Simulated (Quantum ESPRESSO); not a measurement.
## Workfunction calculation, with input and output: Sn (part 2 of 2)

Sn (slab, 5 atoms in the cell); Kohn-Sham DFT of a periodic cell, PBE, PseudoDojo 0.4.1 SR PBE standard, no spin polarisation (Quantum ESPRESSO 7.5); cutoff 979.61 eV, 8×8×1 k-mesh, fermi-dirac of 0.05 eV. The structure derives from an entry of the Crystallography Open Database.

Geometry of the input (Å; fractional positions):
```
3.6827  -0.0000  -0.0000
0.9341  3.5622  0.0000
0.0000  0.0000  23.9986
Sn 0.5000  0.5000  0.3125
Sn 0.0000  0.0000  0.4063
Sn 0.5000  0.5000  0.5000
Sn 0.0000  0.0000  0.5937
Sn 0.5000  0.5000  0.6875
```

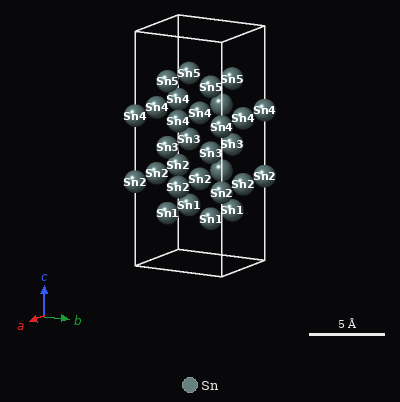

The structure as given in the input (spheres-only view of the 2 × 2 repeat of the cell, with the vacuum cut short, seen slightly off an axis; atoms are numbered from 1 in the order of the input).

### Output, continued
```
   -19.1126 -19.0981 -19.0706 -19.0599 -19.0504 -19.0272 -19.0258 -19.0189
   -19.0119 -19.0025 -19.0022 -18.9905 -18.9874 -18.9789 -18.9780 -18.9353
   -18.9251 -18.9180 -18.9138 -18.9045 -18.8905 -18.8901 -18.8874 -18.8834
   -18.8667  -5.6522  -4.9619  -4.0993  -3.7995  -3.5716  -0.6703  -0.5691
     0.7470   0.9780   2.3076   2.7964   3.1549   3.2163   4.1350   5.0333
     5.5530   5.9119   6.7833   7.7310   7.9410   8.4310

          k = 0.1437-0.3348 0.0000 ( 21917 PWs)   bands (ev):

   -19.1133 -19.0951 -19.0708 -19.0633 -19.0604 -19.0303 -19.0204 -19.0180
   -19.0175 -19.0063 -18.9996 -18.9904 -18.9903 -18.9849 -18.9848 -18.9362
   -18.9314 -18.9177 -18.9170 -18.9136 -18.8996 -18.8887 -18.8884 -18.8732
   -18.8643  -6.6730  -5.9306  -4.8428  -3.5313  -2.7354   0.0968   0.2797
     1.3446   1.7052   2.2401   2.7993   3.2267   3.9866   4.2922   5.3426
     5.4034   6.4577   6.9073   7.2557   7.4211   8.6323

          k = 0.1437-0.1862 0.0000 ( 21945 PWs)   bands (ev):

   -19.1243 -19.0939 -19.0869 -19.0685 -19.0550 -19.0329 -19.0259 -19.0254
   -19.0192 -19.0092 -19.0077 -18.9919 -18.9873 -18.9866 -18.9863 -18.9441
   -18.9435 -18.9232 -18.9178 -18.9168 -18.9129 -18.8850 -18.8812 -18.8563
   -18.8414  -7.3341  -6.5757  -5.4246  -3.8910  -2.3868   0.8716   1.0222
     1.8013   2.8636   2.9338   3.6414   3.9702   4.6393   4.6904   5.9424
     6.0199   6.6145   6.9376   7.2591   7.5328   7.9390

          k = 0.2874-0.0754 0.0000 ( 21962 PWs)   bands (ev):

   -19.1267 -19.0988 -19.0741 -19.0678 -19.0591 -19.0331 -19.0266 -19.0253
   -19.0194 -19.0050 -18.9978 -18.9918 -18.9916 -18.9868 -18.9861 -18.9405
   -18.9402 -18.9221 -18.9214 -18.9162 -18.9063 -18.8843 -18.8803 -18.8550
   -18.8405  -7.0623  -6.3095  -5.1769  -3.7062  -2.4678   0.3547   0.4226
     1.4817   1.7570   3.4098   3.7052   4.5688   4.9628   5.2036   5.8759
     6.0674   6.6003   6.9331   7.1850   7.4429   8.0841

          k = 0.2874 0.0732 0.0000 ( 21980 PWs)   bands (ev):

   -19.1455 -19.0917 -19.0757 -19.0683 -19.0590 -19.0380 -19.0262 -19.0176
   -19.0146 -19.0027 -19.0017 -18.9993 -18.9963 -18.9866 -18.9863 -18.9380
   -18.9344 -18.9256 -18.9216 -18.9173 -18.9152 -18.8821 -18.8725 -18.8521
   -18.8134  -7.0794  -6.3258  -5.1802  -3.6481  -2.1434   0.8253   0.9760
     1.6575   2.4279   3.4132   3.8606   4.4553   4.6923   4.8080   5.5045
     5.6734   6.0523   6.5030   6.8321   7.3931   7.6084

          k = 0.2874 0.2217 0.0000 ( 21953 PWs)   bands (ev):

   -19.1563 -19.0840 -19.0785 -19.0655 -19.0560 -19.0502 -19.0164 -19.0160
   -19.0121 -19.0035 -18.9980 -18.9920 -18.9915 -18.9914 -18.9912 -18.9309
   -18.9231 -18.9230 -18.9189 -18.9175 -18.9168 -18.8805 -18.8685 -18.8532
   -18.8038  -6.7294  -5.9827  -4.8502  -3.3340  -1.8078   1.3768   1.4969
     2.0312   2.2404   2.6695   2.8752   3.3352   3.3540   3.5330   4.6587
     5.2190   5.6947   5.8434   6.6198   6.9637   7.3105

          k = 0.2874 0.3703 0.0000 ( 21909 PWs)   bands (ev):

   -19.1531 -19.0887 -19.0791 -19.0742 -19.0481 -19.0353 -19.0299 -19.0154
   -19.0143 -19.0035 -18.9999 -18.9951 -18.9942 -18.9754 -18.9748 -18.9260
   -18.9247 -18.9175 -18.9156 -18.9069 -18.9057 -18.8785 -18.8689 -18.8542
   -18.8140  -6.0312  -5.3058  -4.2375  -2.9218  -2.0854   0.4439   0.5260
     1.3645   1.5416   1.8041   2.3615   3.1582   3.5302   3.6688   3.8384
     4.8385   5.3208   5.4907   6.3542   6.7743   7.8656

          k = 0.2874-0.6696 0.0000 ( 21902 PWs)   bands (ev):

   -19.1378 -19.0959 -19.0790 -19.0706 -19.0410 -19.0403 -19.0257 -19.0142
   -19.0141 -19.0044 -19.0029 -18.9923 -18.9917 -18.9733 -18.9666 -18.9269
   -18.9163 -18.9149 -18.9116 -18.9023 -18.9002 -18.8777 -18.8748 -18.8571
   -18.8398  -5.0429  -4.3853  -3.5908  -3.3902  -3.1377  -0.2129  -0.2085
     0.4615   0.7445   1.3514   2.1602   2.6812   3.4067   3.6644   4.0313
     4.7727   5.4563   5.5710   6.7290   7.1289   8.2880

          k = 0.2874-0.5210 0.0000 ( 21862 PWs)   bands (ev):

   -19.1209 -19.0947 -19.0771 -19.0613 -19.0448 -19.0353 -19.0226 -19.0145
   -19.0111 -19.0047 -19.0042 -18.9868 -18.9865 -18.9773 -18.9746 -18.9259
   -18.9136 -18.9111 -18.9091 -18.9059 -18.8985 -18.8854 -18.8853 -18.8710
   -18.8649  -4.8048  -4.1830  -3.9458  -3.5600  -3.5270  -0.3346  -0.1661
     0.0758   0.8656   1.3923   1.7991   2.1761   3.2856   3.5685   3.7275
     5.2457   5.4394   6.0795   7.4764   7.9357   8.7900

          k = 0.2874-0.3725 0.0000 ( 21885 PWs)   bands (ev):

   -19.1126 -19.0909 -19.0703 -19.0592 -19.0569 -19.0263 -19.0169 -19.0120
   -19.0083 -19.0069 -19.0064 -18.9895 -18.9891 -18.9823 -18.9822 -18.9254
   -18.9164 -18.9162 -18.9118 -18.9097 -18.8968 -18.8939 -18.8922 -18.8870
   -18.8708  -5.9142  -5.2024  -4.2316  -3.3047  -3.1180  -0.0161   0.2743
     0.5823   1.3345   1.4158   1.8519   2.4738   3.1149   3.9689   4.1585
     5.5512   5.6885   6.1959   7.5424   8.1190   8.6429

          k = 0.2874-0.2239 0.0000 ( 21917 PWs)   bands (ev):

   -19.1133 -19.0951 -19.0708 -19.0633 -19.0604 -19.0303 -19.0204 -19.0180
   -19.0175 -19.0063 -18.9996 -18.9904 -18.9903 -18.9849 -18.9848 -18.9362
   -18.9314 -18.9177 -18.9170 -18.9136 -18.8996 -18.8887 -18.8884 -18.8732
   -18.8643  -6.6730  -5.9306  -4.8428  -3.5313  -2.7354   0.0968   0.2797
     1.3446   1.7052   2.2401   2.7993   3.2267   3.9866   4.2922   5.3426
     5.4034   6.4577   6.9073   7.2557   7.4211   8.6323

          k = 0.4311-0.1130 0.0000 ( 21904 PWs)   bands (ev):

   -19.1156 -19.1023 -19.0678 -19.0649 -19.0528 -19.0327 -19.0269 -19.0216
   -19.0187 -19.0042 -18.9956 -18.9890 -18.9884 -18.9801 -18.9798 -18.9388
   -18.9326 -18.9232 -18.9181 -18.9056 -18.8896 -18.8863 -18.8840 -18.8704
   -18.8601  -6.1402  -5.4208  -4.4261  -3.5142  -3.4761  -0.7759  -0.4307
     0.6324   1.1868   2.6068   3.0802   4.3082   4.9390   5.2846   5.5465
     5.5716   6.3727   6.4117   7.3045   7.9080   8.3249

          k = 0.4311 0.0355 0.0000 ( 21928 PWs)   bands (ev):

   -19.1323 -19.0974 -19.0713 -19.0683 -19.0543 -19.0360 -19.0247 -19.0181
   -19.0177 -19.0004 -18.9996 -18.9947 -18.9935 -18.9829 -18.9769 -18.9342
   -18.9293 -18.9213 -18.9185 -18.9101 -18.8999 -18.8811 -18.8773 -18.8546
   -18.8396  -6.2633  -5.5345  -4.4809  -3.3033  -2.8862  -0.3937  -0.0054
     0.8252   1.5984   2.5426   2.9005   4.1906   4.5493   4.9053   5.3889
     5.6248   5.7599   5.9523   7.1115   7.5553   8.0389

          k = 0.4311 0.1841 0.0000 ( 21909 PWs)   bands (ev):

   -19.1531 -19.0887 -19.0791 -19.0742 -19.0481 -19.0353 -19.0299 -19.0154
   -19.0143 -19.0035 -18.9999 -18.9951 -18.9942 -18.9754 -18.9748 -18.9260
   -18.9247 -18.9175 -18.9156 -18.9069 -18.9057 -18.8785 -18.8689 -18.8542
   -18.8140  -6.0312  -5.3058  -4.2375  -2.9218  -2.0854   0.4439   0.5260
     1.3645   1.5416   1.8041   2.3615   3.1582   3.5302   3.6688   3.8384
     4.8385   5.3208   5.4907   6.3542   6.7743   7.8659

          k = 0.4311 0.3326 0.0000 ( 21891 PWs)   bands (ev):

   -19.1638 -19.0884 -19.0830 -19.0772 -19.0589 -19.0213 -19.0210 -19.0200
   -19.0200 -19.0098 -19.0077 -18.9970 -18.9888 -18.9613 -18.9610 -18.9293
   -18.9245 -18.9170 -18.9105 -18.8955 -18.8927 -18.8765 -18.8639 -18.8558
   -18.8047  -5.4804  -4.7747  -3.7415  -2.4478  -1.4426   0.0674   0.5660
     0.7302   1.4288   1.5075   1.8554   2.3775   2.7212   2.8181   4.0982
     4.1083   4.4038   4.9899   5.8631   6.1422   7.5820

          k = 0.4311-0.7073 0.0000 ( 21879 PWs)   bands (ev):

   -19.1585 -19.0928 -19.0874 -19.0781 -19.0473 -19.0325 -19.0239 -19.0167
   -19.0141 -19.0115 -19.0090 -18.9938 -18.9889 -18.9566 -18.9555 -18.9246
   -18.9223 -18.9187 -18.9075 -18.8896 -18.8881 -18.8757 -18.8660 -18.8563
   -18.8146  -4.7336  -4.0819  -3.2051  -2.3659  -2.2285  -0.8605  -0.1310
     0.5687   0.6388   1.0392   1.7414   2.5430   2.7404   3.2957   3.3566
     4.2856   4.5347   4.6915   5.8912   6.2196   7.8670

          k = 0.4311-0.5587 0.0000 ( 21866 PWs)   bands (ev):

   -19.1400 -19.0959 -19.0846 -19.0707 -19.0422 -19.0309 -19.0280 -19.0149
   -19.0116 -19.0093 -19.0078 -18.9894 -18.9872 -18.9647 -18.9629 -18.9239
   -18.9168 -18.9146 -18.9067 -18.8947 -18.8932 -18.8804 -18.8752 -18.8593
   -18.8403  -4.1360  -3.6257  -3.5957  -3.1747  -3.1088  -0.9194  -0.1370
     0.2703   0.4705   1.0509   1.6558   2.0003   2.6095   3.4385   3.9581
     4.2790   5.2778   5.3033   6.5595   6.8894   8.4259

          k = 0.4311-0.4101 0.0000 ( 21862 PWs)   bands (ev):

   -19.1209 -19.0947 -19.0771 -19.0613 -19.0448 -19.0353 -19.0226 -19.0145
   -19.0111 -19.0047 -19.0042 -18.9868 -18.9865 -18.9773 -18.9746 -18.9259
   -18.9136 -18.9111 -18.9091 -18.9059 -18.8985 -18.8854 -18.8853 -18.8710
   -18.8649  -4.8048  -4.1830  -3.9458  -3.5600  -3.5270  -0.3346  -0.1661
     0.0758   0.8656   1.3923   1.7991   2.1761   3.2856   3.5685   3.7275
     5.2457   5.4394   6.0795   7.4764   7.9357   8.7900

          k = 0.4311-0.2616 0.0000 ( 21889 PWs)   bands (ev):

   -19.1126 -19.0981 -19.0706 -19.0599 -19.0504 -19.0272 -19.0258 -19.0189
   -19.0119 -19.0025 -19.0022 -18.9905 -18.9874 -18.9789 -18.9780 -18.9353
   -18.9251 -18.9180 -18.9138 -18.9045 -18.8905 -18.8901 -18.8874 -18.8834
   -18.8667  -5.6522  -4.9619  -4.0993  -3.7995  -3.5716  -0.6703  -0.5691
     0.7470   0.9780   2.3076   2.7964   3.1549   3.2163   4.1350   5.0333
     5.5530   5.9119   6.7833   7.7310   7.9410   8.4310

          k =-0.5748 0.1507 0.0000 ( 21894 PWs)   bands (ev):

   -19.1126 -19.1037 -19.0711 -19.0603 -19.0455 -19.0317 -19.0281 -19.0247
   -19.0121 -19.0036 -18.9963 -18.9922 -18.9865 -18.9781 -18.9735 -18.9392
   -18.9305 -18.9232 -18.9163 -18.9001 -18.8873 -18.8866 -18.8851 -18.8777
   -18.8631  -4.9236  -4.8707  -4.3370  -4.2780  -3.9146  -1.1682  -0.7346
     0.2126   1.0497   2.0749   3.2837   4.4203   4.6265   5.0657   5.1997
     5.8974   6.1062   6.2508   7.4346   8.2009   8.7671

          k =-0.5748 0.2993 0.0000 ( 21903 PWs)   bands (ev):

   -19.1187 -19.1002 -19.0729 -19.0630 -19.0477 -19.0330 -19.0244 -19.0188
   -19.0177 -19.0019 -19.0018 -18.9906 -18.9904 -18.9768 -18.9721 -18.9348
   -18.9252 -18.9187 -18.9148 -18.9041 -18.8916 -18.8836 -18.8799 -18.8691
   -18.8604  -5.1305  -4.4909  -4.3237  -3.8369  -3.8255  -0.9165  -0.6180
     0.4459   1.0942   1.8739   3.2513   3.4358   3.5660   4.5227   4.8419
     5.7489   5.9308   6.3677   7.5303   7.8404   8.8171

          k =-0.5748 0.4478 0.0000 ( 21902 PWs)   bands (ev):

   -19.1378 -19.0959 -19.0790 -19.0706 -19.0410 -19.0403 -19.0257 -19.0142
   -19.0141 -19.0044 -19.0029 -18.9923 -18.9917 -18.9733 -18.9666 -18.9269
   -18.9163 -18.9149 -18.9116 -18.9023 -18.9002 -18.8777 -18.8748 -18.8571
   -18.8398  -5.0429  -4.3853  -3.5908  -3.3902  -3.1377  -0.2129  -0.2085
     0.4615   0.7445   1.3514   2.1602   2.6812   3.4067   3.6644   4.0313
     4.7727   5.4563   5.5710   6.7290   7.1289   8.2880

          k =-0.5748 0.5964 0.0000 ( 21879 PWs)   bands (ev):

   -19.1585 -19.0928 -19.0874 -19.0781 -19.0473 -19.0325 -19.0239 -19.0167
   -19.0141 -19.0115 -19.0090 -18.9938 -18.9889 -18.9566 -18.9555 -18.9246
   -18.9223 -18.9187 -18.9075 -18.8896 -18.8881 -18.8757 -18.8660 -18.8563
   -18.8146  -4.7336  -4.0819  -3.2051  -2.3659  -2.2285  -0.8605  -0.1310
     0.5687   0.6388   1.0392   1.7414   2.5430   2.7404   3.2957   3.3566
     4.2856   4.5347   4.6915   5.8912   6.2196   7.8670

          k =-0.5748-0.4435 0.0000 ( 21886 PWs)   bands (ev):

   -19.1668 -19.0923 -19.0913 -19.0753 -19.0612 -19.0215 -19.0214 -19.0202
   -19.0174 -19.0127 -19.0077 -19.0021 -18.9865 -18.9484 -18.9482 -18.9289
   -18.9238 -18.9172 -18.9061 -18.8840 -18.8815 -18.8741 -18.8614 -18.8572
   -18.8051  -4.5204  -3.8811  -2.9910  -1.9592  -1.4333  -1.3287  -0.6397
     0.2806   0.5646   1.1442   2.1415   2.4378   2.6077   2.7930   3.5143
     3.8294   4.1201   4.2264   5.5959   5.8556   7.6849

     the Fermi energy is     2.5619 ev

!    total energy              =    -787.98996101 Ry
     estimated scf accuracy    <          8.3E-10 Ry
     smearing contrib. (-TS)   =      -0.00227418 Ry
     internal energy E=F+TS    =    -787.98768683 Ry

     The total energy is F=E-TS. E is the sum of the following terms:
     one-electron contribution =   -3132.26471427 Ry
     hartree contribution      =    1592.57226834 Ry
     xc contribution           =    -220.02893138 Ry
     ewald contribution        =     971.73369048 Ry

     convergence has been achieved in  14 iterations

     Forces acting on atoms (cartesian axes, Ry/au):

     atom    1 type  1   force =     0.00000000    0.00000000    0.01431722
     atom    2 type  1   force =     0.00000000    0.00000000   -0.01327817
     atom    3 type  1   force =     0.00000000    0.00000000    0.00000000
     atom    4 type  1   force =     0.00000000    0.00000000    0.01327817
     atom    5 type  1   force =     0.00000000    0.00000000   -0.01431722

     Total force =     0.027615     Total SCF correction =     0.000045

=------------------------------------------------------------------------------=
   JOB DONE.
=------------------------------------------------------------------------------=
```

### File pp_density.out
```
This program is part of the open-source Quantum ESPRESSO suite
     for quantum simulation of materials; please cite
         "P. Giannozzi et al., J. Phys.:Condens. Matter 21 395502 (2009);
         "P. Giannozzi et al., J. Phys.:Condens. Matter 29 465901 (2017);
         "P. Giannozzi et al., J. Chem. Phys. 152 154105 (2020);
          URL
     in publications or presentations arising from this work. More details at

     ./tmp/pwscf.save/

     IMPORTANT: XC functional enforced from input :
     Exchange-correlation= PBE
                           (   1   4   3   4   0   0   0)
     Any further DFT definition will be discarded
     Please, verify this is what you really want

     G-vector sticks info
     --------------------
     sticks:   dense  smooth     PW     G-vecs:    dense   smooth      PW
     Sum        1067    1067    313               175299   175299   27275

     Using Slab Decomposition

     Calling punch_plot, plot_num =   0
     Writing data to file  density.dat
     Reading data from file  density.dat

     Writing data to be plotted to file density.cube
     Plot Type: 3D                     Output format: Gaussian cube

=------------------------------------------------------------------------------=
   JOB DONE.
=------------------------------------------------------------------------------=
```

### File pp_elf.out
```
This program is part of the open-source Quantum ESPRESSO suite
     for quantum simulation of materials; please cite
         "P. Giannozzi et al., J. Phys.:Condens. Matter 21 395502 (2009);
         "P. Giannozzi et al., J. Phys.:Condens. Matter 29 465901 (2017);
         "P. Giannozzi et al., J. Chem. Phys. 152 154105 (2020);
          URL
     in publications or presentations arising from this work. More details at

     ./tmp/pwscf.save/

     IMPORTANT: XC functional enforced from input :
     Exchange-correlation= PBE
                           (   1   4   3   4   0   0   0)
     Any further DFT definition will be discarded
     Please, verify this is what you really want

     G-vector sticks info
     --------------------
     sticks:   dense  smooth     PW     G-vecs:    dense   smooth      PW
     Sum        1067    1067    313               175299   175299   27275

     Using Slab Decomposition

     Calling punch_plot, plot_num =   8
     Message from routine do_elf_kin:
     elf/kin + US not fully implemented
     Writing data to file  elf.dat
     Reading data from file  elf.dat

     Writing data to be plotted to file elf.cube
     Plot Type: 3D                     Output format: Gaussian cube

=------------------------------------------------------------------------------=
   JOB DONE.
=------------------------------------------------------------------------------=
```

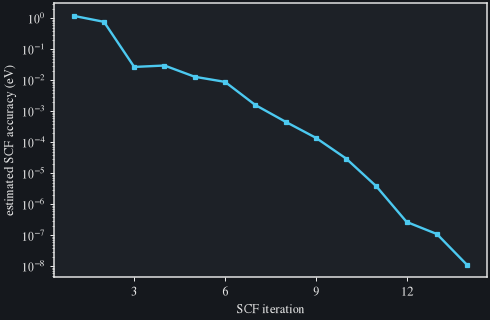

Convergence of the self-consistent field: estimated SCF accuracy against the iteration. The field takes 14 iterations in all.

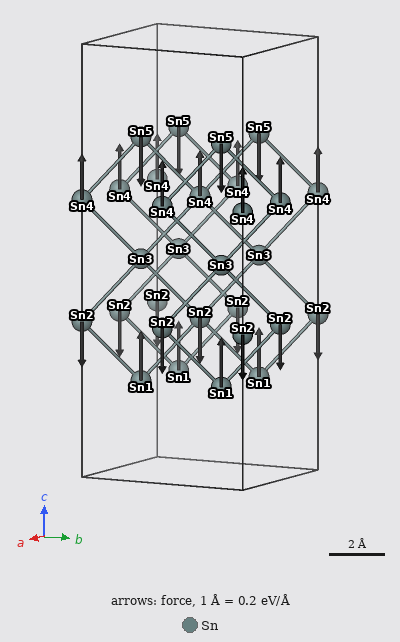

Forces on the atoms as black arrows (ball-and-stick view of the 2 × 2 repeat of the cell, with the vacuum cut short, seen slightly off an axis; atoms are numbered from 1 in the order of the input). The largest act on Sn1, Sn5 (0.37 eV/Å); Sn2, Sn4 (0.34 eV/Å). The geometry is not a stationary point of this energy.

### Results in brief

| quantity | value |
| --- | --- |
| outcome | converged |
| electrons treated | 70 |
| free energy | −10721.1496 eV |
| work function, top face | 4.06 eV |
| work function, bottom face | 4.06 eV |
| Fermi energy of the self-consistent step | 2.562 eV |
| gap on the k-point mesh | none (metallic) |
| work function (upper face) | 4.06 eV |
| largest force (length of the vector) | 0.368 eV/Å |
| wall time | 14 min |
| peak memory | 0.82 GiB |

### Remarks

Notes on the run: negative rho.
